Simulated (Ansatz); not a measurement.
Run report: Ge13Si3, single-point calculation (part 1 of 2)

System: Ge13Si3 (Cm, 16 atoms in the cell).
Method: DFT HSE06, scalar-relativistic, plane waves, PAW, no spin polarisation (Ansatz 0.2.0).

The structure was built on a prototype by a generator; it need not be a known phase. Figures and captions count atoms from 1; the log counts them from 0 in places.

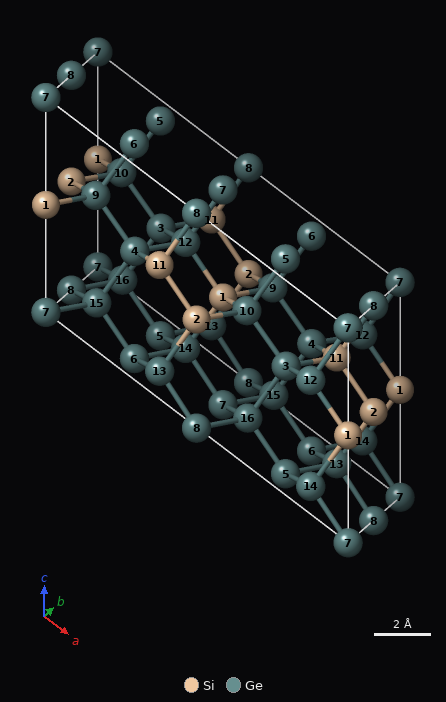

Figure 1. The structure as given in the input (ball-and-stick view of the cell 2 times as large as that of the calculation, set on its symmetry axes, seen slightly off an axis; atoms are numbered from 1 in the order of the input). Near neighbours in the crystal (not all of them lie inside the picture): Si has 4 Ge at 2.40 to 2.41 Å; Si has 3 Ge at 2.41 to 2.42 Å and 1 Si at 2.38 Å; Ge has 3 Ge at 2.44 to 2.46 Å and 1 Si at 2.40 to 2.42 Å; Ge has 4 Ge at 2.43 to 2.45 Å; Ge has 2 Ge at 2.45 to 2.46 Å and 2 Si at 2.41 to 2.42 Å.

## The input
```yaml
crystal:
  lattice:
    - [0.0010817937, 5.6223443528, -5.622434512]
    - [5.6234261464, 5.6234261464, 0.0]
    - [5.6233582562, 6.78902e-05, -5.6234484154]
  atoms:
    - { symbol: Si, position: [0.5000014571, 9.52164e-05, 0.4998081101] }
    - { symbol: Si, position: [0.504236624, 0.4985894496, 0.4985844768] }
    - { symbol: Ge, position: [-0.0014525411, 0.0044829428, 0.498430041] }
    - { symbol: Ge, position: [-0.0014525411, 0.4985395573, 0.498430041] }
    - { symbol: Ge, position: [0.4999055985, 6.46623e-05, 0.0001421244] }
    - { symbol: Ge, position: [0.4999055985, 0.4998876147, 0.0001421244] }
    - { symbol: Ge, position: [-9.9597e-05, 6.4218e-06, 8.67535e-05] }
    - { symbol: Ge, position: [-0.0014948686, 0.498480873, 0.0045331225] }
    - { symbol: Ge, position: [0.3780204787, 0.3719617869, 0.3780311549] }
    - { symbol: Ge, position: [0.3780204787, 0.8719865795, 0.3780311549] }
    - { symbol: Si, position: [0.8707128913, 0.3763504306, 0.3765862475] }
    - { symbol: Ge, position: [0.8704521834, 0.8764288827, 0.3766900513] }
    - { symbol: Ge, position: [0.3766141464, 0.3764684767, 0.8704489001] }
    - { symbol: Ge, position: [0.3766827298, 0.8764704512, 0.8703763678] }
    - { symbol: Ge, position: [0.8749736806, 0.3751555738, 0.8748396649] }
    - { symbol: Ge, position: [0.8749736806, 0.8750310807, 0.8748396649] }
basis:
  ecutwfc: 420
kpoints:
  mp_grid: { grid: [3, 3, 3] }
  band_path: { path: [[0.0, 0.0, 0.0], [-0.020833, 0.0, 0.020833]], npoints: 1 }
hamiltonian:
  xc: hse06
scf:
  occupations: { method: gaussian, width: 0.01 }
  n_extra_bands: 11
output:
  eigenvalues: true
  write_density: true
  write_potential: true
  elf: true
  volumetric_format: npy
```

Run on 4 threads of Intel Xeon @ 2.50GHz (Skylake/Cascade Lake), 256 GiB of memory available, shared host.

Command:
```bash
ansatz run input.yaml --threads 4 --pin off --max-ram 10240MiB --backend cpu --events-out ev --progress --plain --runs-dir out
```

## What the program printed
```
scf.n_extra_bands = 11 over 97 filled bands (N_el = 194.0): the run solves 108 bands
Engine: ansatz 0.2.0, x86_64-unknown-linux-gnu
Pseudopotentials: kind: paw
Pseudopotential: Si, paw, valence charge 4, recommended cutoff 420 eV (normal), Si.paw.azcp
Pseudopotential: Ge, paw, valence charge 14, recommended cutoff 420 eV (normal), Ge.paw.azcp
Functional definition: HSE06
  parameter a = 0.25
  parameter omega = 0.11/bohr
  exchange = pbe_x - a*pbe_x_sr(omega) + a*exact_x_sr(omega)
  correlation = pbe_c
Crystal: 16 atoms, lattice volume = 355.555 Å³
Basis set: ecut = 420 eV, 6879 PW (Γ)
Bands: 108, of which v1, the nominal top of the filled ones, is band 97 counted from 1 (96 counted from 0)
Symmetry: 2 space group operations
Space group: Cm (ITA 8), of the structure as read, at distance tolerance 7.1e-5 Å
k-points: 10 of 27 (time reversal used)
Non-local potential: Si, projectors of the file, l = 0: 2, l = 1: 2, l = 2: 2
Non-local potential: Ge, projectors of the file, l = 0: 2, l = 1: 2, l = 2: 3, l = 3: 1
PAW form: soft (Blöchl's): semilocal exchange-correlation on the pseudo side does not see the compensation charge
PAW frozen core: Si, regenerated for the run's functional, and the local potential with it (the file was generated under x = pbe(κ = 0.804, μ = 0.2195149727645171), c = pbe(β = 0.06672455060314922))
PAW frozen core: Ge, regenerated for the run's functional, and the local potential with it (the file was generated under x = pbe(κ = 0.804, μ = 0.2195149727645171), c = pbe(β = 0.06672455060314922))
PAW one-centre angular grid: Si, 110 points (default); XC on 64 Gauss nodes
PAW one-centre angular grid: Ge, 590 points (default); XC on 64 Gauss nodes
Initial density: superposition of atomic densities (neutral atoms: chi_scale 0, normalization atom), corrected by the library's trained network
Initial wavefunctions: pseudopotential atomic-orbital guess
Functional: x = pbe(κ = 0.804, μ = 0.2195149727645171), c = pbe(β = 0.06672455060314922), warm-up for x = pbe(κ = 0.804, μ = 0.2195149727645171) + 0.25 (exact − pbe) at short range (hse, ω = 0.20786987370883472 Å⁻¹), c = pbe(β = 0.06672455060314922); HSE06 as pw.x's `hse` composes it (authors' and Libxc's form: `xc: wpbeh`)
SCF iter   1: F=—  HF=-57741.579904 eV  |F-HF|=—  |Δ(HF+E_count)|=         —  Δρ=7.14e-4  dr2=2.63e-3  ethr=1.77e-3  ⟨swp⟩=7.7  Hψ=4180  notcnv=0
preconditioner: auto → none  [insulator: Δε(μ)=0.202 eV  Ē_g=20.378 eV  σ=0.010 eV  W_gap=1.00  n_scr=88 (ndim 8)  ℏωp=27.4 eV  f_vac=0.040  D(μ)=0.00/eV (n_scr^D=0)]
SCF iter   2: F=—  HF=-57741.583398 eV  |F-HF|=—  |Δ(HF+E_count)|=   3.49e-3  Δρ=3.72e-4  dr2=1.04e-3  ethr=1.36e-6  ⟨swp⟩=5.9  Hψ=3656  notcnv=0  defer=8
SCF iter   3: F=—  HF=-57741.583470 eV  |F-HF|=—  |Δ(HF+E_count)|=   7.21e-5  Δρ=2.15e-4  dr2=3.08e-4  ethr=5.36e-7  ⟨swp⟩=4.5  Hψ=2655  notcnv=0  defer=3
SCF iter   4: F=—  HF=-57741.583543 eV  |F-HF|=—  |Δ(HF+E_count)|=   7.29e-5  Δρ=8.64e-5  dr2=3.60e-5  ethr=1.59e-7  ⟨swp⟩=3.2  Hψ=2268  notcnv=0
iter 5 solved again at ethr=9.34e-10 eV; its pass at ethr=1.85e-8 eV (dr2=1.81e-6 eV) is discarded
SCF iter   5: F=-57741.583572 eV  HF=-57741.583569 eV  |F-HF|=3.65e-6  |Δ(HF+E_count)|=   2.55e-5  Δρ=3.08e-5  dr2=1.80e-6  ethr=9.34e-10  ⟨swp⟩=3.1  Hψ=5254  notcnv=0
SCF 1 stopped early in 5 iterations: F = -57741.583572 eV  dr2 = 1.80e-6
  greatest PAW one-centre occupation: 0.998 electrons in one spin orbital (limit 2), on the Ge atom at site 15 (counted from 0), in its partial waves of l = 2
Initial density: handed on by an earlier stage of this run
Initial wavefunctions: those handed on with the density
Functional: x = pbe(κ = 0.804, μ = 0.2195149727645171) + 0.25 (exact − pbe) at short range (hse, ω = 0.20786987370883472 Å⁻¹), c = pbe(β = 0.06672455060314922); HSE06 as pw.x's `hse` composes it (authors' and Libxc's form: `xc: wpbeh`)
Exchange kernel: α = 0.2500, screened, ω = 0.2079 Å⁻¹, Wigner–Seitz truncation, v(0) = 1046.6065 eV·Å³, q-mesh 3×3×3, nearest image of the exchange supercell L = 23.85 Å, pair-density grid 30×30×30, without the augmentation charges, whose exchange is taken in its separable form by FFT convolution over the k-point mesh (sized by the pseudopotential files, 45×45×45 at the most), smooth part of the exact exchange by density-matrix convolution
Frozen-core exchange: fock
SCF iter   1: F=—  HF=-57754.662257 eV  |F-HF|=—  |Δ(HF+E_count)|=         —  Δρ=1.11e-2  dr2=1.52e-1  ethr=9.26e-9  ⟨swp⟩=12.4  Hψ=7076  notcnv=0
preconditioner: auto → none  [insulator: Δε(μ)=0.750 eV  Ē_g=8.802 eV  σ=0.010 eV  W_gap=1.00  n_scr=88 (ndim 8)  ℏωp=15.8 eV  f_vac=0.038  D(μ)=0.00/eV (n_scr^D=0)]
SCF iter   2: F=—  HF=-57754.538911 eV  |F-HF|=—  |Δ(HF+E_count)|=   1.23e-1  Δρ=3.06e-3  dr2=2.02e-2  ethr=9.26e-9  ⟨swp⟩=5.6  Hψ=5310  notcnv=0
SCF iter   3: F=—  HF=-57754.603511 eV  |F-HF|=—  |Δ(HF+E_count)|=   6.46e-2  Δρ=2.58e-3  dr2=7.43e-3  ethr=9.26e-9  ⟨swp⟩=5.9  Hψ=5304  notcnv=0
SCF iter   4: F=—  HF=-57754.602099 eV  |F-HF|=—  |Δ(HF+E_count)|=   1.41e-3  Δρ=9.42e-4  dr2=1.30e-3  ethr=9.26e-9  ⟨swp⟩=5.0  Hψ=4195  notcnv=0
SCF iter   5: F=—  HF=-57754.602255 eV  |F-HF|=—  |Δ(HF+E_count)|=   1.56e-4  Δρ=2.09e-4  dr2=1.25e-3  ethr=9.26e-9  ⟨swp⟩=5.0  Hψ=4359  notcnv=0
SCF iter   6: F=—  HF=-57754.602005 eV  |F-HF|=—  |Δ(HF+E_count)|=   2.49e-4  Δρ=1.72e-5  dr2=1.98e-4  ethr=9.26e-9  ⟨swp⟩=5.0  Hψ=4105  notcnv=0
SCF iter   7: F=—  HF=-57754.603755 eV  |F-HF|=—  |Δ(HF+E_count)|=   1.75e-3  Δρ=1.43e-4  dr2=8.85e-5  ethr=1.12e-9  ⟨swp⟩=5.5  Hψ=4621  notcnv=0
SCF iter   8: F=-57754.603721 eV  HF=-57754.603726 eV  |F-HF|=4.16e-6  |Δ(HF+E_count)|=   2.96e-5  Δρ=2.65e-5  dr2=8.72e-6  ethr=1.12e-9  ⟨swp⟩=5.0  Hψ=4072  notcnv=0
SCF 2 stopped early in 8 iterations: F = -57754.603721 eV  dr2 = 8.72e-6
  greatest PAW one-centre occupation: 0.998 electrons in one spin orbital (limit 2), on the Ge atom at site 12 (counted from 0), in its partial waves of l = 2
hybrid outer 1: dexx = +8.061e-2 eV, tail = 4.02e-4 eV
Exchange kernel: α = 0.2500, screened, ω = 0.2079 Å⁻¹, Wigner–Seitz truncation, v(0) = 1046.6065 eV·Å³, q-mesh 3×3×3, nearest image of the exchange supercell L = 23.85 Å, pair-density grid 30×30×30, without the augmentation charges, whose exchange is taken in its separable form by FFT convolution over the k-point mesh (sized by the pseudopotential files, 45×45×45 at the most), smooth part of the exact exchange by density-matrix convolution
Frozen-core exchange: fock
SCF iter   1: F=—  HF=-57754.606657 eV  |F-HF|=—  |Δ(HF+E_count)|=         —  Δρ=9.28e-5  dr2=1.71e-5  ethr=1.04e-6  ⟨swp⟩=6.2  Hψ=2461  notcnv=0
preconditioner: auto → none  [insulator: Δε(μ)=0.813 eV  Ē_g=23.331 eV  σ=0.010 eV  W_gap=1.00  n_scr=88 (ndim 8)  ℏωp=27.4 eV  f_vac=0.038  D(μ)=0.00/eV (n_scr^D=0)]
iter 2 solved again at ethr=5.41e-10 eV; its pass at ethr=7.77e-9 eV (dr2=1.05e-6 eV) is discarded
SCF iter   2: F=—  HF=-57754.606660 eV  |F-HF|=—  |Δ(HF+E_count)|=   3.50e-6  Δρ=1.73e-5  dr2=2.86e-6  ethr=5.41e-10  ⟨swp⟩=2.1  Hψ=5787  notcnv=0
SCF iter   3: F=—  HF=-57754.606669 eV  |F-HF|=—  |Δ(HF+E_count)|=   8.73e-6  Δρ=1.07e-5  dr2=6.54e-7  ethr=5.41e-10  ⟨swp⟩=5.1  Hψ=3411  notcnv=0
SCF iter   4: F=-57754.606669 eV  HF=-57754.606669 eV  |F-HF|=1.86e-8  |Δ(HF+E_count)|=   1.27e-7  Δρ=1.80e-6  dr2=5.33e-8  ethr=2.28e-10  ⟨swp⟩=3.1  Hψ=2317  notcnv=0
SCF 3 converged in 4 iterations: F = -57754.606669 eV  dr2 = 5.33e-8
```

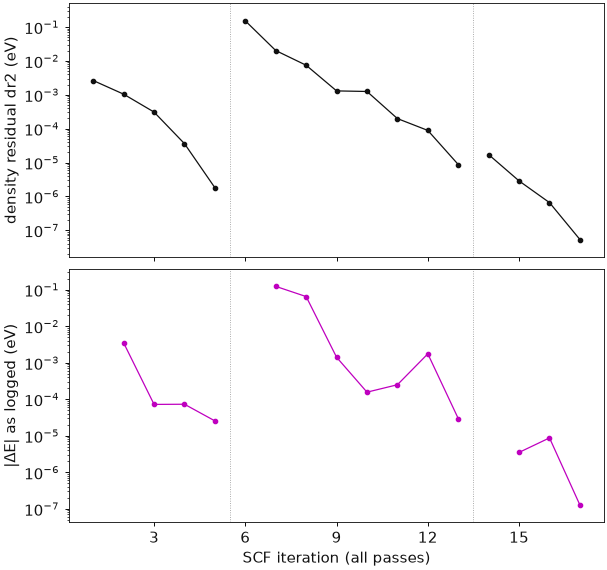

Figure 2. Convergence of the self-consistent field: density residual dr2 and size of the energy change against the SCF iteration. The run starts with a semilocal functional; after that each stretch between dotted lines is one SCF of the hybrid functional between two exact rebuilds of the exchange operator by the outer loop. Early passes are stopped at a loose threshold. The passes take 5, 8 and 4 iterations.

```
hybrid outer 2: dexx = +1.226e-5 eV, tail = 3.33e-7 eV, Δε = 3.27e-3 eV (about 1.30e-4 eV left of the loop's levels)
NSCF: frozen V_eff on 2 k-points
hybrid SCF converged: 2 outer / 12 inner (+5 warm-up), last move |dexx| = 1.23e-5 eV, tail = 3.33e-7 eV
Stability not checked: this state was not tested for a lower state beside it, because the functional holds exact exchange (a hybrid, or Hartree-Fock), whose exchange loop this test does not read (fock_operator; see scf.lower_state_search)
Free energy (F): -57754.606670 eV
Frozen-core exchange: fock
Harris-Foulkes:  -57754.606670 eV  (|F-HF|=1.86e-8)
Internal energy: -57754.606670 eV  (E = F + TS)
E sigma→0 (E₀):  -57754.606670 eV
Fermi energy:    8.232895 eV
--- Per-component energies (eV) ---
  E_band       = -2468.420509
  E_kinetic    = 1558.774415
  E_local      = -33969.514111  (includes V_loc(G=0)·N_el)
  E_nonlocal   = 5532.946198
  E_hartree    = 15010.767276
  E_xc         = -925.583988
  E_vxc        = -789.196579  (∫ρ·V_xc dr)
  E_exx        = -725.434377  (= α·E_x^exact, valence–valence)
  E_paw        = -27313.614867  (= ΣΔE_a)
  E_vpaw       = -3372.101369  (= ΣTr[D̂ρ^β])
  E_aug_tail   = 0.004136  (compensation charges beyond the density's cutoff)
  E_ewald      = -16918.024147
  E_core_change = -4.927206  (= ΣΔE_core)
  E_smearing   = -0.000000  (= −TS)
  E_closure    = 0.000000  (closes the sum)
  Σ components = -57754.606670   (vs F -57754.606670, Δ=-7.28e-12)
--- Band table (eV; the first three rows and the last of 10) ---
```
